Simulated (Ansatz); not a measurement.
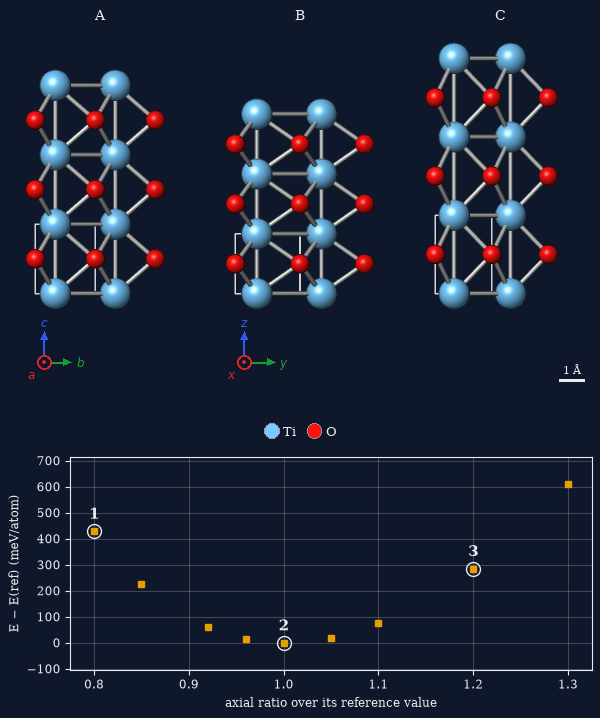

A scan of a crystal of TiO (P-6m2): the ratio of the cell's length along z to its lengths across, counted as 1 for the reference, is changed at fixed volume (a c/a path), with the atoms kept at their fractional coordinates. x, y and z are the Cartesian axes of the input. The frames are shuffled; the numbered points of the plot belong to them. The picture is a ball-and-stick view of the cell of the calculation, repeated 3 × 2 × 3 with one cell outlined, seen along the a axis.

Method: DFT PBEsol, scalar-relativistic, plane waves, PAW in Ansatz. (plane-wave cutoff 420 eV; k-point mesh 30 × 30 × 24; occupations gaussian; smearing width 0.15 eV; no spin polarisation). Energies (free energies at the smearing named) are counted from the relaxed crystal.

> Which frame belongs to which numbered point?

Point 1 is frame B (the relative ratio 0.80, 429 meV/atom); 2 is frame A (the relative ratio 1.00, 0 meV/atom); 3 is frame C (the relative ratio 1.20, 285 meV/atom). Of the computed points the lowest is at the relative ratio 1.00, 0 meV/atom. The distortion keeps the space group P-6m2. At the relative ratio 1.30 the cell of the drawing goes a 2.789 → 2.555 Å, b 2.789 → 2.555 Å, c 2.794 → 3.328 Å.
